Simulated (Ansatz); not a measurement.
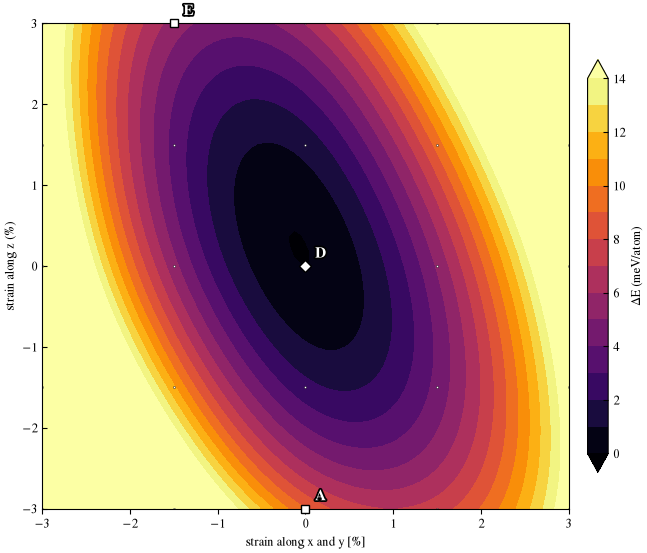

Ag (P6_3/mmc, No. 194; 4 atoms in the cell). The cell is strained homogeneously, by one strain along x and y and another along z, with fractional coordinates fixed (x along [1 0 0], z along [0 0 1] of the conventional cell). Coordinates scanned: (1) strain along x and y; (2) strain along z. The grid has 5 × 5 points. Points are written as (first, second). All energies are given in meV/atom relative to the lowest grid point. Theory: Ansatz 0.2.0, DFT PBE, scalar-relativistic, plane waves, PAW. Settings: cutoff 420 eV, k-mesh 18×18×6 in the order of the run's cell vectors, gaussian smearing 0.15 eV, no spin polarisation.

Drawn: filled contours, dots at the grid points, one colour for all values above the top of the scale, lettered points. Between grid points the surface is interpolated.

> Is D the lowest point of the computed grid?

Yes. D, at (0.0 %, 0.0 %), has the lowest energy of the grid.

> Rank the lettered points by energy, lowest first.

D (0.0 meV/atom), E (5.6 meV/atom), A (9.0 meV/atom).
